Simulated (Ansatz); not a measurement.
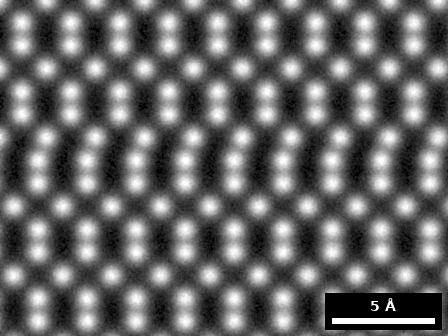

iDPC-like image of Co (P6/mmm, No. 191) along [100]. Simulated as the projected potential of neutral atoms (B = 0.5 Å²) blurred by a 0.56 Å probe, the thin-sample limit of integrated differential phase contrast. The display is stretched by a gamma of 0.65; percentages refer to the linear signal. Shot noise was added.

One planar defect was built into the perfect crystal by geometry alone, without relaxation. Host structure: coordinates from a relaxation with Ansatz, DFT, m-r2SCAN, plane waves (500 eV) with PAW, scalar-relativistic; the starting structure was generated, so it need not be a known form of this composition.

### Where does the periodic pattern break, and how?

A planar fault (a stacking fault) runs horizontally about 7 Å below the top edge. The part above it is shifted along the boundary by 2/3 of the 2.41 Å repeat of the rows (1.6 Å to the right, the same as 0.8 Å to the left); both parts keep the same orientation.
